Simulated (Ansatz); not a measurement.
# Geometry relaxation, with input and output: TaN (part 1 of 2)

The run: geometry relaxation of TaN (6 atoms in the cell). Method and program: DFT PBEsol, scalar-relativistic, plane waves, PAW, no spin polarisation (Ansatz 0.2.0).

The structure derives from an entry of the Crystallography Open Database. Figures and captions count atoms from 1; the log counts them from 0 in places.

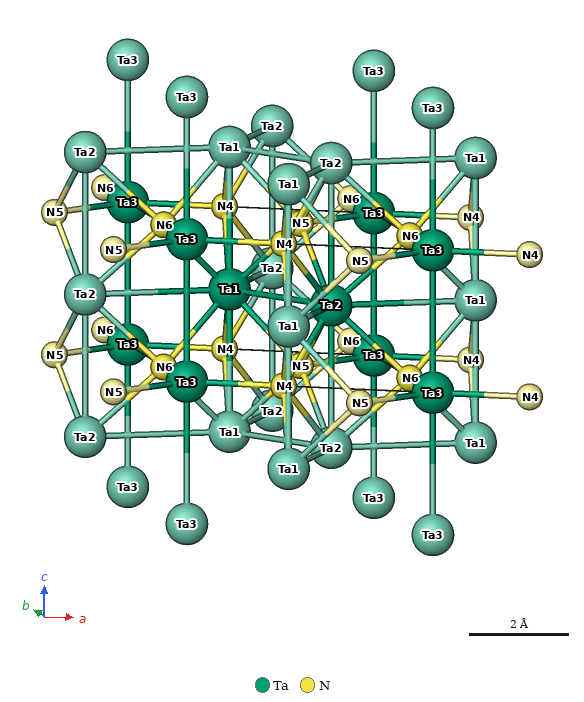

**Figure 1.** The starting structure (ball-and-stick view of the cell of the calculation, seen slightly off an axis; neighbours outside the cell are drawn fainter; atoms are numbered from 1 in the order of the input). An atom can appear more than once, as a periodic image.

The input:
```yaml
crystal:
  lattice:
    - [5.1960008669, 0.0, 0.0]
    - [-2.5980004334, 4.4998687488, 0.0]
    - [0.0, 0.0, 2.911]
  atoms:
    - { symbol: Ta, position: [0.3333333333, 0.6666666667, 0.5] }
    - { symbol: Ta, position: [0.6666666667, 0.3333333333, 0.5] }
    - { symbol: Ta, position: [0.0, 0.0, 0.0] }
    - { symbol: "N", position: [0.39285, 0.0, 0.0] }
    - { symbol: "N", position: [0.60715, 0.60715, 0.0] }
    - { symbol: "N", position: [0.0, 0.39285, 0.0] }
basis:
  ecutwfc: 420
kpoints:
  mp_grid: { grid: [12, 12, 12] }
hamiltonian:
  xc: pbesol
scf:
  occupations: { method: gaussian, width: 0.1 }
output:
  forces: true
  stress: true
  eigenvalues: true
  write_density: true
  write_potential: true
  elf: true
  volumetric_format: npy
relax:
  adjacent_minimum: "off"
  f_tol: 0.005
  max_steps: 80
  cell: { stress_tol: 0.05 }
```

Hardware: 2 threads of Intel Xeon (Granite Rapids), 192 GiB of memory available, shared host.

Launched with:
```bash
ansatz run input.yaml --threads 2 --pin off --max-ram 5120MiB --backend cpu --events-out ev --progress --plain --runs-dir out
```

Log:
```
Engine: ansatz 0.2.0, x86_64-unknown-linux-gnu
Pseudopotentials: kind: paw
Pseudopotential: Ta, paw, valence charge 13, recommended cutoff 420 eV (normal), Ta.paw.azcp
Pseudopotential: N, paw, valence charge 5, recommended cutoff 420 eV (normal), N.paw.azcp
Functional definition: PBEsol
  exchange = pbesol_x
  correlation = pbesol_c
Crystal: 6 atoms, lattice volume = 68.063 Å³
Basis set: ecut = 420 eV, 1287 PW (Γ), exchange–correlation on 72×72×40 points (8 copies of the dense FFT grid, shifted against one another)
Bands: 33, of which v1, the nominal top of the filled ones, is band 27 counted from 1 (26 counted from 0)
Symmetry: 12 space group operations
Space group: P-62m (ITA 189), of the structure as read, at distance tolerance 4.1e-5 Å
k-points: 133 of 1728 (time reversal used)
Non-local potential: Ta, projectors of the file, l = 0: 3, l = 1: 2, l = 2: 2, l = 3: 1
Non-local potential: N, projectors of the file, l = 0: 2, l = 1: 2, l = 2: 1
PAW form: soft (Blöchl's): semilocal exchange-correlation on the pseudo side does not see the compensation charge
PAW frozen core: Ta, regenerated for the run's functional, and the local potential with it (the file was generated under x = pbe(κ = 0.804, μ = 0.2195149727645171), c = pbe(β = 0.06672455060314922))
PAW frozen core: N, regenerated for the run's functional, and the local potential with it (the file was generated under x = pbe(κ = 0.804, μ = 0.2195149727645171), c = pbe(β = 0.06672455060314922))
PAW one-centre angular grid: Ta, 590 points (default); XC on 64 Gauss nodes
PAW one-centre angular grid: N, 110 points (default); XC on 64 Gauss nodes
Initial density: superposition of atomic densities (neutral atoms: chi_scale 0, normalization atom), corrected by the library's trained network
Initial wavefunctions: pseudopotential atomic-orbital guess
Functional: x = pbesol(κ = 0.804, μ = 0.12345679012345678), c = pbesol(β = 0.046)
SCF iter   1: F=—  HF=-30562.997053 eV  |F-HF|=—  |Δ(HF+E_count)|=         —  Δρ=1.17e-2  dr2=8.46e-2  ethr=1.77e-3  ⟨swp⟩=5.5  Hψ=18043  notcnv=0
preconditioner: auto → Kerker (q_TF=auto, 2.625 Å⁻¹)  [metal: Δε(μ)=0.066 eV  Ē_g=9.477 eV  σ=0.100 eV  W_gap=0.36  n_scr=26 (ndim 8)  ℏωp=24.7 eV  f_vac=0.000  D(μ)=0.45/eV (n_scr^D=0)]
SCF iter   2: F=—  HF=-30562.981660 eV  |F-HF|=—  |Δ(HF+E_count)|=   1.54e-2  Δρ=4.82e-3  dr2=1.25e-2  ethr=1.57e-4  ⟨swp⟩=2.4  Hψ=6878  notcnv=0
SCF iter   3: F=—  HF=-30562.979897 eV  |F-HF|=—  |Δ(HF+E_count)|=   1.76e-3  Δρ=2.13e-3  dr2=2.79e-3  ethr=2.31e-5  ⟨swp⟩=1.7  Hψ=5167  notcnv=0
SCF iter   4: F=—  HF=-30562.979275 eV  |F-HF|=—  |Δ(HF+E_count)|=   6.22e-4  Δρ=3.77e-4  dr2=6.80e-5  ethr=5.18e-6  ⟨swp⟩=2.0  Hψ=5991  notcnv=0
SCF iter   5: F=—  HF=-30562.979313 eV  |F-HF|=—  |Δ(HF+E_count)|=   3.78e-5  Δρ=7.18e-5  dr2=3.27e-6  ethr=1.26e-7  ⟨swp⟩=2.2  Hψ=6149  notcnv=0
SCF iter   6: F=—  HF=-30562.979312 eV  |F-HF|=—  |Δ(HF+E_count)|=   3.15e-7  Δρ=1.78e-5  dr2=2.05e-7  ethr=6.05e-9  ⟨swp⟩=2.3  Hψ=6265  notcnv=0
SCF iter   7: F=-30562.979312 eV  HF=-30562.979312 eV  |F-HF|=1.57e-9  |Δ(HF+E_count)|=   1.51e-8  Δρ=2.94e-6  dr2=4.93e-9  ethr=1.85e-10  ⟨swp⟩=13.4  Hψ=29696  notcnv=0
SCF 1 converged in 7 iterations: F = -30562.979312 eV  dr2 = 4.93e-9
  greatest PAW one-centre occupation: 1.000 electrons in one spin orbital (limit 2), on the Ta atom at site 2 (counted from 0), in its partial waves of l = 0
relax step   1: F+E_penalty+E_count = -30562.97931236 eV  Δ(F+E_penalty+E_count) = +0.000e0 eV  max|allowed force component| = 1.438e-2 eV/Å  Δτ_max = 0.0000 Å  P = -3.790 GPa  Ω = 68.063 Å³  (7 SCF iters, dr2 threshold 1.00e-7 eV, accepted)
Crystal: 6 atoms, lattice volume = 66.956 Å³
Initial density: handed on by an earlier stage of this run
Initial wavefunctions: those handed on with the density
iter 1 solved again at ethr=9.59e-6 eV; its pass at ethr=3.10e-3 eV (dr2=5.18e-3 eV) is discarded
SCF iter   1: F=—  HF=-30562.991191 eV  |F-HF|=—  |Δ(HF+E_count)|=         —  Δρ=2.80e-3  dr2=4.96e-3  ethr=9.59e-6  ⟨swp⟩=1.9  Hψ=23064  notcnv=0
preconditioner: auto → Kerker (q_TF=auto, 2.632 Å⁻¹)  [metal: Δε(μ)=0.046 eV  Ē_g=9.660 eV  σ=0.100 eV  W_gap=0.25  n_scr=26 (ndim 8)  ℏωp=24.9 eV  f_vac=0.000  D(μ)=0.45/eV (n_scr^D=0)]
SCF iter   2: F=—  HF=-30562.990045 eV  |F-HF|=—  |Δ(HF+E_count)|=   1.15e-3  Δρ=8.62e-4  dr2=5.22e-4  ethr=9.18e-6  ⟨swp⟩=2.0  Hψ=6132  notcnv=0
SCF iter   3: F=—  HF=-30562.989993 eV  |F-HF|=—  |Δ(HF+E_count)|=   5.21e-5  Δρ=4.08e-4  dr2=1.22e-4  ethr=9.66e-7  ⟨swp⟩=2.4  Hψ=5752  notcnv=0
SCF iter   4: F=—  HF=-30562.989955 eV  |F-HF|=—  |Δ(HF+E_count)|=   3.81e-5  Δρ=6.50e-5  dr2=2.59e-6  ethr=2.26e-7  ⟨swp⟩=2.9  Hψ=7812  notcnv=0
SCF iter   5: F=-30562.989955 eV  HF=-30562.989955 eV  |F-HF|=8.36e-8  |Δ(HF+E_count)|=   1.56e-7  Δρ=1.61e-5  dr2=2.03e-7  ethr=1.11e-9  ⟨swp⟩=11.1  Hψ=32807  notcnv=0
SCF 2 converged in 5 iterations: F = -30562.989955 eV  dr2 = 2.03e-7
relax step   2: F+E_penalty+E_count = -30562.98995481 eV  Δ(F+E_penalty+E_count) = -1.064e-2 eV  max|allowed force component| = 4.289e-2 eV/Å  Δτ_max = 0.0008 Å  P = +1.734 GPa  Ω = 66.956 Å³  energy of the carried Pulay correction = +3.179e-3 eV  (5 SCF iters, dr2 threshold 6.00e-7 eV, accepted)
Crystal: 6 atoms, lattice volume = 67.249 Å³
iter 1 solved again at ethr=9.07e-7 eV; its pass at ethr=3.10e-3 eV (dr2=4.90e-4 eV) is discarded
SCF iter   1: F=—  HF=-30562.991326 eV  |F-HF|=—  |Δ(HF+E_count)|=         —  Δρ=8.30e-4  dr2=4.92e-4  ethr=9.07e-7  ⟨swp⟩=3.0  Hψ=23580  notcnv=0
preconditioner: auto → Kerker (q_TF=auto, 2.630 Å⁻¹)  [metal: Δε(μ)=0.043 eV  Ē_g=9.610 eV  σ=0.100 eV  W_gap=0.24  n_scr=26 (ndim 8)  ℏωp=24.8 eV  f_vac=0.000  D(μ)=0.44/eV (n_scr^D=0)]
SCF iter   2: F=—  HF=-30562.991272 eV  |F-HF|=—  |Δ(HF+E_count)|=   5.47e-5  Δρ=3.74e-4  dr2=1.05e-4  ethr=9.07e-7  ⟨swp⟩=2.0  Hψ=5486  notcnv=0
SCF iter   3: F=—  HF=-30562.991241 eV  |F-HF|=—  |Δ(HF+E_count)|=   3.08e-5  Δρ=1.45e-4  dr2=1.68e-5  ethr=1.94e-7  ⟨swp⟩=2.3  Hψ=5311  notcnv=0
SCF iter   4: F=—  HF=-30562.991235 eV  |F-HF|=—  |Δ(HF+E_count)|=   6.20e-6  Δρ=3.30e-5  dr2=7.11e-7  ethr=3.11e-8  ⟨swp⟩=2.0  Hψ=6307  notcnv=0
SCF iter   5: F=-30562.991235 eV  HF=-30562.991235 eV  |F-HF|=9.00e-9  |Δ(HF+E_count)|=   1.08e-7  Δρ=9.02e-6  dr2=3.83e-8  ethr=1.11e-9  ⟨swp⟩=10.2  Hψ=31423  notcnv=0
SCF 3 converged in 5 iterations: F = -30562.991235 eV  dr2 = 3.83e-8
relax step   3: F+E_penalty+E_count = -30562.99123462 eV  Δ(F+E_penalty+E_count) = -1.280e-3 eV  max|allowed force component| = 5.501e-4 eV/Å  Δτ_max = 0.0024 Å  P = +0.106 GPa  Ω = 67.249 Å³  energy of the carried Pulay correction = +2.331e-3 eV  (5 SCF iters, dr2 threshold 6.00e-7 eV, accepted)
Crystal: 6 atoms, lattice volume = 67.285 Å³
iter 1 solved again at ethr=8.23e-8 eV; its pass at ethr=3.10e-3 eV (dr2=4.44e-5 eV) is discarded
SCF iter   1: F=—  HF=-30562.991287 eV  |F-HF|=—  |Δ(HF+E_count)|=         —  Δρ=2.82e-4  dr2=5.49e-5  ethr=8.23e-8  ⟨swp⟩=3.0  Hψ=23064  notcnv=0
preconditioner: auto → Kerker (q_TF=auto, 2.630 Å⁻¹)  [metal: Δε(μ)=0.037 eV  Ē_g=9.609 eV  σ=0.100 eV  W_gap=0.21  n_scr=26 (ndim 8)  ℏωp=24.8 eV  f_vac=0.000  D(μ)=0.45/eV (n_scr^D=0)]
SCF iter   2: F=—  HF=-30562.991323 eV  |F-HF|=—  |Δ(HF+E_count)|=   3.63e-5  Δρ=1.33e-4  dr2=1.15e-5  ethr=8.23e-8  ⟨swp⟩=2.0  Hψ=5772  notcnv=0
SCF iter   3: F=—  HF=-30562.991319 eV  |F-HF|=—  |Δ(HF+E_count)|=   3.72e-6  Δρ=4.42e-5  dr2=1.46e-6  ethr=2.12e-8  ⟨swp⟩=2.8  Hψ=6729  notcnv=0
SCF iter   4: F=-30562.991319 eV  HF=-30562.991319 eV  |F-HF|=2.37e-8  |Δ(HF+E_count)|=   4.92e-7  Δρ=9.20e-6  dr2=5.12e-8  ethr=8.21e-10  ⟨swp⟩=10.6  Hψ=31487  notcnv=0
SCF 4 converged in 4 iterations: F = -30562.991319 eV  dr2 = 5.12e-8
relax step   4: F+E_penalty+E_count = -30562.99131866 eV  Δ(F+E_penalty+E_count) = -8.403e-5 eV  max|allowed force component| = 6.403e-3 eV/Å  Δτ_max = 0.0002 Å  P = -0.047 GPa  Ω = 67.285 Å³  energy of the carried Pulay correction = +2.227e-3 eV  (4 SCF iters, dr2 threshold 4.43e-7 eV, accepted)
iter 1 solved again at ethr=3.69e-9 eV; its pass at ethr=3.10e-3 eV (dr2=1.99e-6 eV) is discarded
SCF iter   1: F=—  HF=-30562.991272 eV  |F-HF|=—  |Δ(HF+E_count)|=         —  Δρ=6.44e-5  dr2=2.06e-6  ethr=3.69e-9  ⟨swp⟩=2.4  Hψ=20383  notcnv=0
preconditioner: auto → Kerker (q_TF=auto, 2.630 Å⁻¹)  [metal: Δε(μ)=0.036 eV  Ē_g=9.610 eV  σ=0.100 eV  W_gap=0.20  n_scr=26 (ndim 8)  ℏωp=24.8 eV  f_vac=0.000  D(μ)=0.45/eV (n_scr^D=0)]
SCF iter   2: F=—  HF=-30562.991320 eV  |F-HF|=—  |Δ(HF+E_count)|=   4.80e-5  Δρ=3.68e-5  dr2=7.13e-7  ethr=3.69e-9  ⟨swp⟩=1.0  Hψ=4389  notcnv=0
SCF iter   3: F=—  HF=-30562.991320 eV  |F-HF|=—  |Δ(HF+E_count)|=   2.19e-7  Δρ=9.24e-6  dr2=4.89e-8  ethr=1.32e-9  ⟨swp⟩=2.0  Hψ=6010  notcnv=0
SCF iter   4: F=-30562.991320 eV  HF=-30562.991320 eV  |F-HF|=5.97e-10  |Δ(HF+E_count)|=   1.19e-8  Δρ=2.39e-6  dr2=2.73e-9  ethr=1.82e-11  ⟨swp⟩=8.1  Hψ=25221  notcnv=0
SCF 5 converged in 4 iterations: F = -30562.991320 eV  dr2 = 2.73e-9
relax step   5: F+E_penalty+E_count = -30562.99131961 eV  Δ(F+E_penalty+E_count) = -9.547e-7 eV  max|allowed force component| = 4.704e-3 eV/Å  Δτ_max = 0.0006 Å  P = -0.031 GPa  Ω = 67.285 Å³  energy of the carried Pulay correction = +2.227e-3 eV  (4 SCF iters, dr2 threshold 9.83e-9 eV, accepted)
Initial wavefunctions: pseudopotential atomic-orbital guess (no wavefunctions were taken with the density)
iter 1 solved again at ethr=3.83e-8 eV; its pass at ethr=3.10e-3 eV (dr2=2.07e-5 eV) is discarded
SCF iter   1: F=—  HF=-30562.989083 eV  |F-HF|=—  |Δ(HF+E_count)|=         —  Δρ=6.37e-5  dr2=4.17e-7  ethr=3.83e-8  ⟨swp⟩=3.6  Hψ=30720  notcnv=0
SCF iter   2: F=—  HF=-30562.989136 eV  |F-HF|=—  |Δ(HF+E_count)|=   5.33e-5  Δρ=3.25e-5  dr2=9.30e-8  ethr=7.72e-10  ⟨swp⟩=2.0  Hψ=6342  notcnv=0
SCF iter   3: F=—  HF=-30562.989136 eV  |F-HF|=—  |Δ(HF+E_count)|=   1.15e-7  Δρ=8.23e-6  dr2=6.09e-9  ethr=1.72e-10  ⟨swp⟩=2.5  Hψ=6277  notcnv=0
SCF iter   4: F=—  HF=-30562.989136 eV  |F-HF|=—  |Δ(HF+E_count)|=   7.46e-9  Δρ=5.19e-7  dr2=1.65e-10  ethr=1.13e-11  ⟨swp⟩=2.0  Hψ=6052  notcnv=0
SCF iter   5: F=-30562.989136 eV  HF=-30562.989136 eV  |F-HF|=1.09e-11  |Δ(HF+E_count)|=  1.46e-11  Δρ=8.02e-8  dr2=5.76e-12  ethr=1.00e-12  ⟨swp⟩=6.8  Hψ=21645  notcnv=0
SCF 6 converged in 5 iterations: F = -30562.989136 eV  dr2 = 5.76e-12
relax step   6: F+E_penalty+E_count = -30562.98913639 eV  Δ(F+E_penalty+E_count) = +2.183e-3 eV  max|allowed force component| = 4.619e-3 eV/Å  Δτ_max = 0.0000 Å  P = -0.080 GPa  Ω = 67.285 Å³  stress off target by 8.05e-2 GPa  SCF on the basis re-selected at this cell (its energy is not comparable with the rows above)  (5 SCF iters)
basis re-selected at this cell: Δ(F+E_penalty+E_count) = +2.183e-3 eV, ΔP = -0.049 GPa vs the last step (what re-selecting the basis moved, of the pressure what is left beyond the Pulay correction that the steps carried, after the strain that the cell walked since its last selection, with what the two solves' SCF thresholds leave and, on support functions, any second-order correction that the steps lacked; it is no measure of the basis error at this ecutwfc). This SCF's stress stands 8.05e-2 GPa from its target on what of the cell is left free (relax.cell.stress_tol is 5.00e-2 GPa) and its largest allowed force component is 4.62e-3 eV/Å (relax.f_tol is 5.00e-3 eV/Å): not within both, so this SCF does not close the relaxation
Crystal: 6 atoms, lattice volume = 67.268 Å³
iter 1 solved again at ethr=3.93e-9 eV; its pass at ethr=3.10e-3 eV (dr2=2.12e-6 eV) is discarded
SCF iter   1: F=—  HF=-30562.989146 eV  |F-HF|=—  |Δ(HF+E_count)|=         —  Δρ=5.98e-5  dr2=1.98e-6  ethr=3.93e-9  ⟨swp⟩=2.1  Hψ=22233  notcnv=0
preconditioner: auto → Kerker (q_TF=auto, 2.630 Å⁻¹)  [metal: Δε(μ)=0.036 eV  Ē_g=9.612 eV  σ=0.100 eV  W_gap=0.20  n_scr=26 (ndim 8)  ℏωp=24.8 eV  f_vac=0.000  D(μ)=0.45/eV (n_scr^D=0)]
SCF iter   2: F=—  HF=-30562.989194 eV  |F-HF|=—  |Δ(HF+E_count)|=   4.80e-5  Δρ=2.01e-5  dr2=1.89e-7  ethr=3.67e-9  ⟨swp⟩=2.0  Hψ=6146  notcnv=0
SCF iter   3: F=—  HF=-30562.989194 eV  |F-HF|=—  |Δ(HF+E_count)|=   3.00e-8  Δρ=9.55e-6  dr2=4.75e-8  ethr=3.51e-10  ⟨swp⟩=1.0  Hψ=4393  notcnv=0
SCF iter   4: F=-30562.989194 eV  HF=-30562.989194 eV  |F-HF|=2.69e-10  |Δ(HF+E_count)|=   1.17e-8  Δρ=1.17e-6  dr2=8.78e-10  ethr=3.00e-11  ⟨swp⟩=8.0  Hψ=25357  notcnv=0
SCF 7 converged in 4 iterations: F = -30562.989194 eV  dr2 = 8.78e-10
relax step   7: F+E_penalty+E_count = -30562.98919417 eV  Δ(F+E_penalty+E_count) = -5.778e-5 eV  max|allowed force component| = 4.881e-6 eV/Å  Δτ_max = 0.0003 Å  P = -0.001 GPa  Ω = 67.268 Å³  energy of the carried Pulay correction = +5.122e-5 eV  (4 SCF iters, dr2 threshold 1.62e-8 eV, accepted)
iter 1 solved again at ethr=3.57e-8 eV; its pass at ethr=3.10e-3 eV (dr2=1.93e-5 eV) is discarded
SCF iter   1: F=—  HF=-30562.989086 eV  |F-HF|=—  |Δ(HF+E_count)|=         —  Δρ=2.07e-6  dr2=1.26e-9  ethr=3.57e-8  ⟨swp⟩=3.7  Hψ=30898  notcnv=0
eigensolver tolerance schedule: the retry pair's looser diagonalisation over-reported the residual by 15279.67 of it (diagonalisation noise at 0.21 of the residual, at the tolerance the schedule requests for it); recorded, not acted on — ethr = c·dr2/N_el stays at c = 1.0e-1
SCF iter   2: F=—  HF=-30562.989141 eV  |F-HF|=—  |Δ(HF+E_count)|=   5.45e-5  Δρ=1.23e-6  dr2=4.85e-10  ethr=2.34e-12  ⟨swp⟩=3.7  Hψ=11244  notcnv=0
SCF iter   3: F=—  HF=-30562.989141 eV  |F-HF|=—  |Δ(HF+E_count)|=  3.64e-12  Δρ=4.32e-7  dr2=9.71e-11  ethr=1.00e-12  ⟨swp⟩=1.6  Hψ=4806  notcnv=0
SCF iter   4: F=-30562.989141 eV  HF=-30562.989141 eV  |F-HF|=7.28e-12  |Δ(HF+E_count)|=    0.00e0  Δρ=1.40e-7  dr2=1.19e-11  ethr=1.00e-12  ⟨swp⟩=7.5  Hψ=20730  notcnv=0
SCF 8 converged in 4 iterations: F = -30562.989141 eV  dr2 = 1.19e-11
relax step   8: F+E_penalty+E_count = -30562.98914087 eV  Δ(F+E_penalty+E_count) = +5.330e-5 eV  max|allowed force component| = 1.736e-5 eV/Å  Δτ_max = 0.0000 Å  P = -0.002 GPa  Ω = 67.268 Å³  stress off target by 2.08e-3 GPa  SCF on the basis re-selected at this cell (its energy is not comparable with the rows above)  (4 SCF iters)
```

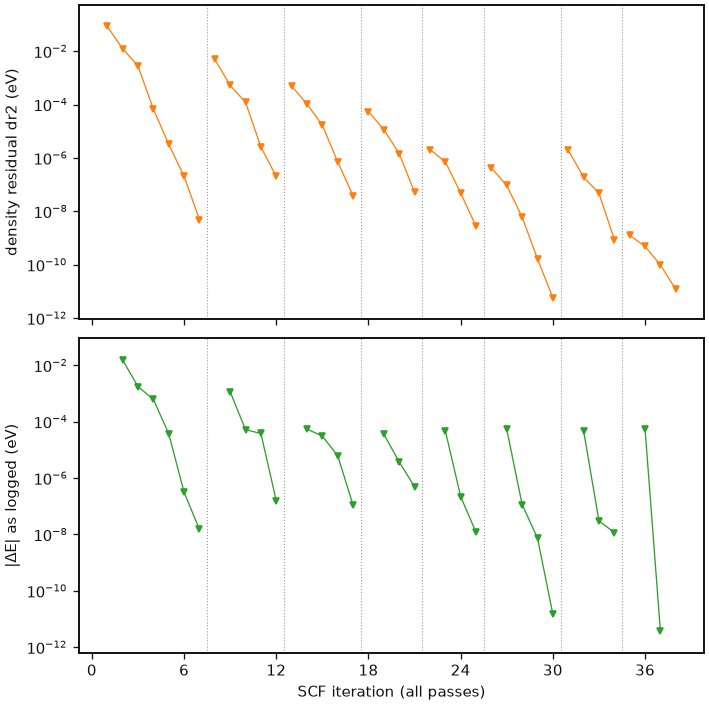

**Figure 2.** Convergence of the self-consistent field: density residual dr2 and size of the energy change against the SCF iteration. The dotted lines part the SCF passes of the relaxation: geometry steps, rejected trials and re-solves on a re-selected basis. The 8 passes take 4 to 7 iterations each, 38 in all.
